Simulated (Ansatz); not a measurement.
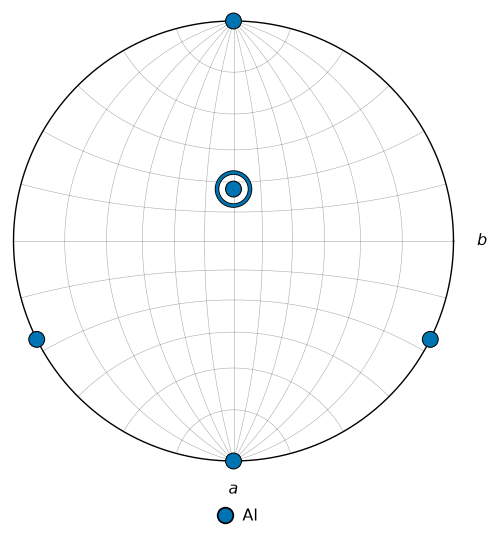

Crystal: Al, the end point of a relaxation with DFT, r2SCAN, plane waves (500 eV) with PAW, scalar-relativistic in Ansatz 0.2.0; the starting structure was generated, so it need not be a known form of this composition. Directions from one aluminium atom at (1/4, 0, 1/2) to its bonded neighbours, in stereographic projection down c (filled: above the plane of the page or in it, open: below). The drawing is computed from the coordinates (standard cell, symmetry found to 0.002 Å).

Neighbours are counted up to 2.84 Å for Al.

```cif
data_structure
_symmetry_space_group_name_H-M 'P 1'
_symmetry_Int_Tables_number 1
_cell_length_a 5.0723
_cell_length_b 5.0723
_cell_length_c 5.0723
_cell_angle_alpha 90.000
_cell_angle_beta 90.000
_cell_angle_gamma 90.000
_cell_volume 130.50
loop_
_atom_site_label
_atom_site_type_symbol
_atom_site_fract_x
_atom_site_fract_y
_atom_site_fract_z
_atom_site_occupancy
Al1 Al 0.00000 0.00000 0.00000 1
Al2 Al 0.50000 0.50000 0.50000 1
Al3 Al 0.25000 0.00000 0.50000 1
Al4 Al 0.75000 0.00000 0.50000 1
Al5 Al 0.50000 0.25000 0.00000 1
Al6 Al 0.50000 0.75000 0.00000 1
Al7 Al 0.00000 0.50000 0.25000 1
Al8 Al 0.00000 0.50000 0.75000 1
```

### How many neighbours are there, and at what angles?

6: 2 Al at 2.54 Å, 4 Al at 2.84 Å. Angles between bonds: 63° (4×), 102° (4×), 117° (4×), 127° (2×), 180° (1×).

### What is the site's symmetry in the crystal?

Point group -42m (D2d), order 8: one −4 axis, two twofold axes, two mirror planes. In Pm-3n (No. 223) this is Wyckoff position 6c.
